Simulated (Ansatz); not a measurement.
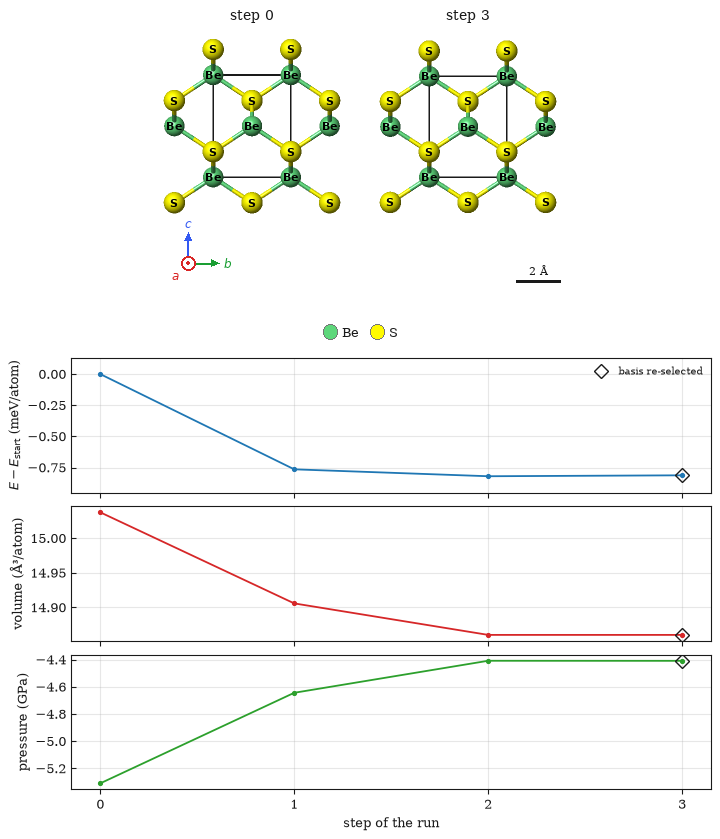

First and last geometry of a relaxation of solid BeS (set up in I-4m2), with the history of the run. Style: ball-and-stick. Shown: the cell of the calculation, along the a axis.

Case: biaxial strain in the a-b plane of +4.5 %; c and atoms relaxed.

Theory: DFT PBEsol, scalar-relativistic, plane waves, PAW in Ansatz 0.2.0.

The input:
```yaml
crystal:
  lattice:
    - [2.5277022348, 2.5277022348, 0.0]
    - [-2.5277022348, 2.5277022348, 0.0]
    - [0.0, 0.0, 4.7070895205]
  atoms:
    - { symbol: Be, position: [0.0, 0.0, 0.0] }
    - { symbol: Be, position: [0.5, 0.5, 0.5] }
    - { symbol: S, position: [0.5, 0.0, 0.25] }
    - { symbol: S, position: [0.0, 0.5, 0.75] }
basis:
  ecutwfc: 420
kpoints:
  mp_grid: { grid: [8, 8, 6] }
hamiltonian:
  xc: pbesol
scf:
  occupations: { method: gaussian, width: 0.02 }
output:
  forces: true
  stress: true
  eigenvalues: true
relax:
  adjacent_minimum: "off"
  f_tol: 0.008
  max_steps: 40
  cell: { stress_tol: 0.015, fix: [a, b, gamma] }
```

### Read the history and describe the run.

It converged. The atoms keep their places relative to the cell (all moves are under 0.005 Å). Cell: a = b unchanged at 3.575 Å, c 4.707 → 4.652 Å (−1.2 %). Volume −1.2 %. Among the contacts that change: Be1–S3 2.140 → 2.132 Å. The space group stays I-4m2 (No. 119). Over 2 accepted moves (3 points after the start) the energy falls by 0.8 meV per atom. All forces vanish by symmetry, so only the cell relaxes. The pressure goes from −5.31 to −4.41 GPa. At 1 point the geometry stayed and the basis and grid were re-selected for the new cell (energy shift of less than 0.05 meV per atom at most each time).
